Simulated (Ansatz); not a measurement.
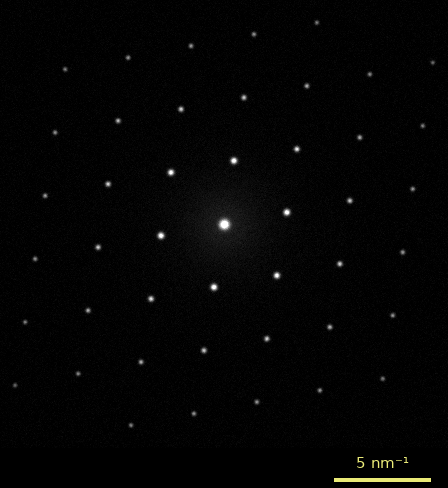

Kinematic zone-axis pattern, calculated for 200 keV electrons with B = 0.3 Å².

It belongs to La, space group Fm-3m (No. 225), a = 5.165 Å. Structure: the geometry relaxed (final pressure about 2 GPa) with DFT, PAW plane waves, r2scan in Ansatz 0.2.0; the starting structure was generated, so it need not be a known form of this composition.

> Measure the pattern against the scale bar and name the zone.

The spots form a centred rectangular net with both shortest vectors at d = 2.98 Å, 70.5° apart. They index as -1 1 -1 and -1 1 1, so the zone axis is [110] (or an equivalent direction of <110>).
